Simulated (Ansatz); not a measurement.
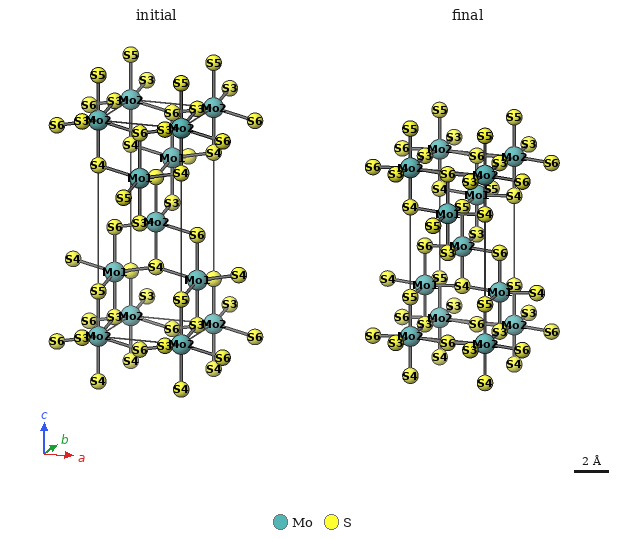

The structure of a crystal of MoS$_{2}$ (built on the anatase type) before (left) and after (right) a relaxation, at one scale.

A ball-and-stick model of the conventional cell (2 times the calculation's cell), seen slightly off an axis. Lengths and directions refer to the drawn axes.

Computed with DFT, PBE, plane waves, PAW (Ansatz).

The input:
```yaml
crystal:
  lattice:
    - [-2.64892838, 2.64892838, 6.6488102338]
    - [2.64892838, -2.64892838, 6.6488102338]
    - [2.64892838, 2.64892838, -6.6488102338]
  atoms:
    - { symbol: Mo, position: [0.75, 0.25, 0.5] }
    - { symbol: Mo, position: [0.0, 0.0, 0.0] }
    - { symbol: S, position: [0.542, 0.042, 0.5] }
    - { symbol: S, position: [0.792, 0.792, 0.0] }
    - { symbol: S, position: [0.208, 0.208, 0.0] }
    - { symbol: S, position: [0.958, 0.458, 0.5] }
kpoints:
  mp_grid: { grid: [6, 6, 6] }
hamiltonian:
  xc: pbe
scf:
  occupations: { method: fermi_dirac, width: 0.02 }
relax:
  f_tol: 0.005
  cell: {}
```

Launched with:
```bash
ansatz run input.yaml --threads 2 --pin off --max-ram 29491MiB --backend cpu --events-out ev --progress --plain --runs-dir out
```

Describe what moved and what it gained.

The largest moves relative to the cell, 0.26 Å, are those of S3, S4, S5 and S6. S3 goes along −c. Mo stays in place. The volume changes by −36.7 %, with a = b 5.298 → 4.775 Å (−9.9 %), c 13.298 → 10.367 Å (−22.0 %). Among the contacts that change: Mo1–S3 2.766 → 2.418 Å, Mo1–S4 2.707 → 2.394 Å. Bond angles that change, for instance: Mo2–S6–Mo2 156.2° → 171.7°, S3–Mo2–S3 156.2° → 171.7°, S3–Mo2–S4 101.9° → 94.2°. The space group stays I4_1/amd (No. 141). The energy falls by 794 meV per atom in 12 accepted moves (14 points after the start). The largest force component goes from 1.3 to 0.0016 eV/Å. The pressure goes from −17.67 to −0.01 GPa. The line search rejected the trial step at point 11 of the run. The SCF was repeated once at an unchanged geometry on a basis and grid sized afresh for the cell, which shifted the energy by 0.5 meV per atom at most.
